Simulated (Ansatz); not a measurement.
A series of calculations on MoS$_{2}$

Part 1: Relaxation

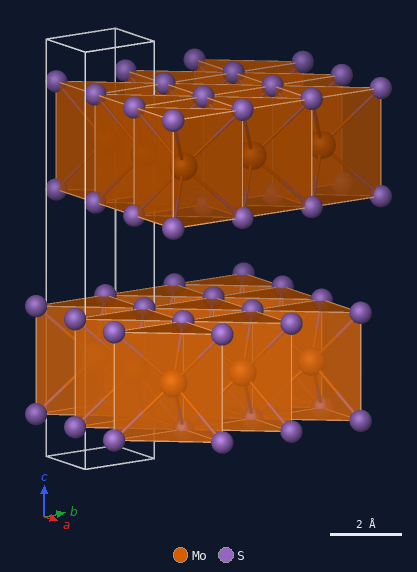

Solid MoS₂ (set up in P-3m1), before the relaxation. Style: polyhedral. Shown: the cell of the calculation, repeated 3 × 3 × 1 with one cell outlined, slightly off an axis.

Case: equal strain along all axes, cell held, atoms relaxed: -1.0 %.

The calculation used DFT PBE+D3(BJ), scalar-relativistic, plane waves, PAW (Ansatz).

Input
```yaml
crystal:
  lattice:
    - [3.1178255418, 0.0, 0.0]
    - [-1.5589127709, 2.7001161238, 0.0]
    - [0.0, 0.0, 11.9727023414]
  atoms:
    - { symbol: Mo, position: [0.6666666667, 0.3333333333, 0.2498137231] }
    - { symbol: Mo, position: [0.3333333333, 0.6666666667, 0.7501862769] }
    - { symbol: S, position: [0.3333333333, 0.6666666667, 0.3793029276] }
    - { symbol: S, position: [0.6666666667, 0.3333333333, 0.8796748025] }
    - { symbol: S, position: [0.3333333333, 0.6666666667, 0.1203251975] }
    - { symbol: S, position: [0.6666666667, 0.3333333333, 0.6206970724] }
basis:
  ecutwfc: 420
kpoints:
  mp_grid: { grid: [12, 12, 4] }
hamiltonian:
  xc: pbe
  dispersion: d3bj
scf:
  occupations: { method: gaussian, width: 0.02 }
output:
  forces: true
  stress: true
  eigenvalues: true
relax:
  adjacent_minimum: "off"
  f_tol: 0.008
  max_steps: 40
```

Command:
```bash
ansatz run input.yaml --threads 1 --pin off --max-ram 2560MiB --backend cpu --events-out ev --progress --plain --runs-dir out
```

Question: Where does the relaxation end?

Answer: The largest moves, 0.028 Å, are those of S3 and S6. S3 goes along +c. Largest moves by element: S 0.028 Å, Mo 0.004 Å. The cell stays as it was. Near-neighbour distances that change, for instance: Mo1–S3 2.376 → 2.392 Å. The space group stays P6_3/mmc (No. 194). The energy falls by 4.0 meV per atom in 2 accepted moves (3 points after the start). Largest force component: 0.51 eV/Å at the start, 0.002 eV/Å at the end. The line search rejected the trial step at point 2 of the run. The run took 40 s on 1 thread of Arm Neoverse V2, on a shared host, peak memory 0.46 GiB.

History of the run:

```
step  E − E(0), meV/atom  largest force component, eV/Å      note
   0                0.00                         0.5071          
   1               -3.29                         0.2120          
   2               -3.14                         0.0887  rejected
   3               -4.03                         0.0020
```

Part 2: Relaxation

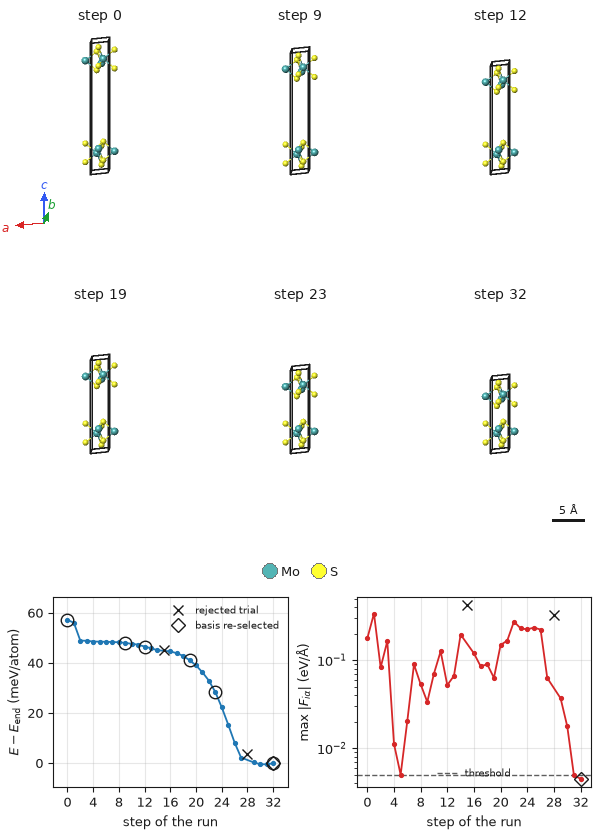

Frames of a relaxation of a crystal of MoS2 (set up in P-3m1), marked on the history of the run. A ball-and-stick model of the cell of the calculation, seen from a free direction.

Method: DFT PBE+D3(BJ), scalar-relativistic, plane waves, PAW (Ansatz 0.2.0). Set-up: plane-wave cutoff 420 eV; k-point mesh 12 × 12 × 2; occupations gaussian; smearing width 0.02 eV; no spin polarisation; cell and atoms relaxed; force threshold 0.005 eV/Å; at most 80 steps.

What happens along the run?

The largest moves relative to the cell, 1.92 Å, are those of S atoms. By element the largest moves are S 1.92 Å, Mo 1.22 Å. Cell: a = b 3.185 → 3.149 Å (−1.1 %), c 21.671 → 12.094 Å (−44.2 %). Volume −45.4 %. Some distances before and after: Mo–S 2.406 → 2.400 Å. The space group (tolerance 0.01 Å) goes from P-3m1 (No. 164) to P6_3/mmc (No. 194). Over 29 accepted moves (32 points after the start) the energy falls by 57.2 meV per atom. Largest force component: 0.18 eV/Å at the start, 0.0045 eV/Å at the end. Pressure: −0.89 GPa at the start and −0.02 GPa at the end. The line search rejected the trial steps at points 15, 28 of the run. At 1 point the geometry stayed and the basis and grid were re-selected for the new cell (energy shift of 0.5 meV per atom at most each time). From step 0 to 9: S atoms move most (0.17 Å), volume −9.4 %, energy −9.2 meV per atom. From step 9 to 12: S atoms move most (0.48 Å), volume −10.6 %, energy −1.5 meV per atom. From step 12 to 19: S atoms move most (0.66 Å), volume −14.2 %, energy −5.5 meV per atom. From step 19 to 23: S atoms move most (0.49 Å), volume −10.9 %, energy −12.7 meV per atom. From step 23 to 32: S atoms move most (0.54 Å), volume −11.9 %, energy −28.4 meV per atom.

```tsv
step	E − E(0), meV/atom	largest force component, eV/Å	pressure, GPa	volume, Å³/atom	note
0	0.00	0.1775	-0.89	31.721	
1	-1.16	0.3397	0.43	29.773	
2	-8.27	0.0829	-0.22	30.668	
3	-8.35	0.1650	0.37	30.719	
4	-8.65	0.0112	-0.09	30.680	
5	-8.69	0.0050	0.01	30.513	
6	-8.74	0.0204	0.08	30.256	
7	-8.86	0.0897	0.34	29.300	
8	-8.94	0.0534	0.20	29.403	
9	-9.20	0.0336	0.11	28.747	
10	-9.55	0.0706	0.21	27.597	
11	-9.90	0.1263	0.40	26.626	
12	-10.66	0.0522	0.10	25.701	
13	-11.33	0.0665	0.16	24.928	
15	-12.06	0.4199	0.31	23.051	rejected
16	-12.59	0.1198	-0.40	23.747	
17	-13.31	0.0856	0.12	23.306	
18	-14.38	0.0899	0.35	22.639	
19	-16.12	0.0632	0.05	22.059	
20	-18.20	0.1492	0.37	21.313	
22	-24.27	0.2751	0.70	20.078	
23	-28.83	0.2306	0.48	19.659	
24	-34.94	0.2244	0.44	19.040	
25	-41.80	0.2351	0.44	18.482	
26	-49.01	0.2233	0.41	17.984	
27	-54.96	0.0629	-0.21	17.593	
29	-56.93	0.0370	-0.11	17.406	
30	-57.63	0.0178	0.03	17.323	
31	-57.67	0.0049	-0.02	17.313	
32	-57.21	0.0045	-0.02	17.313	same geometry, new basis
```

Part 3: Series

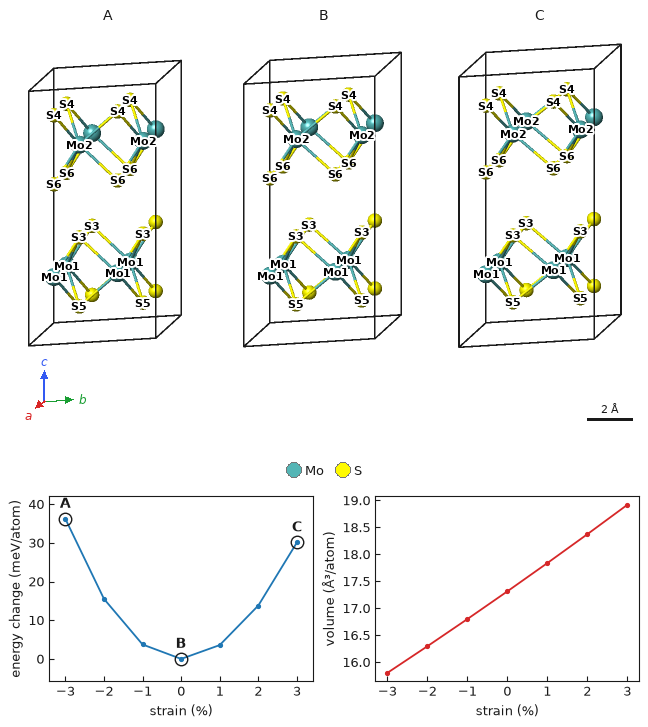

Members of a series of calculations on crystalline MoS$_{2}$ (set up in P-3m1), marked on the first curve. Style: ball-and-stick. Shown: the cell of the calculation, repeated to show the pattern, slightly off an axis.

The calculation used DFT PBE+D3(BJ), scalar-relativistic, plane waves, PAW (Ansatz 0.2.0). Set-up: plane-wave cutoff 420 eV; k-point mesh 12 × 12 × 4; occupations gaussian; smearing width 0.02 eV; no spin polarisation.

### Describe the series.

Equal strain along all axes, cell held, atoms relaxed. A (strain −3.0 %): energy change 36.2 meV/atom, volume 15.80 Å³ per atom. B (strain 0.0 %): energy change 0.0 meV/atom, volume 17.31 Å³ per atom. C (strain 3.0 %): energy change 30.1 meV/atom, volume 18.92 Å³ per atom. The rest compares A with C. Cell: a = b 6.110 → 6.488 Å (+6.2 %), c 11.731 → 12.456 Å (+6.2 %). Volume +19.7 %. Some distances before and after: Mo–S 2.375 → 2.424 Å.
